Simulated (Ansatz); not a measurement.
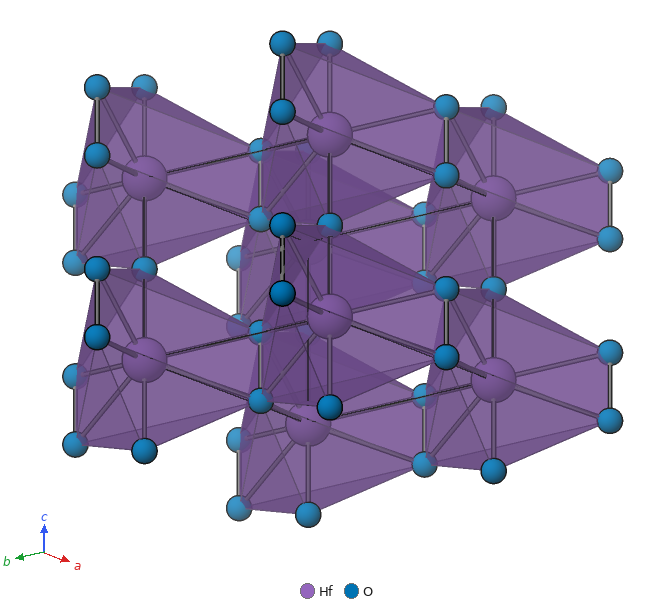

Polyhedral model, viewed from a general direction. One conventional unit cell is framed, with atoms on its boundary repeated. A few atoms beyond the faces are included.

HfO3, space group P-6m2 (No. 187), a = 3.83 Å, b = 3.83 Å, c = 4.06 Å, α = 90.00°, β = 90.00°, γ = 120.00°.

Run with DFT PBE, scalar-relativistic, plane waves, PAW (Ansatz 0.2.0) and these settings: a kinetic-energy cutoff of 420 eV, a 12×12×10 grid in reciprocal space, Gaussian smearing of 0.01 eV, no spin polarisation.

Predict the gap.

Answer. A semiconductor at this level, with a gap of 0.27 eV, direct.

What is the pressure at this volume?

Answer. The computed pressure is 0.0 GPa, close to zero.

The initial geometry was a structure type filled with these elements by a generator (whether the compound takes this form wasn't checked). Earlier steps of the study, as a rule a relaxation of our own, may have changed the cell and positions, so they can lie some per cent off the listed ones. It was run through Ansatz as a DFT input.
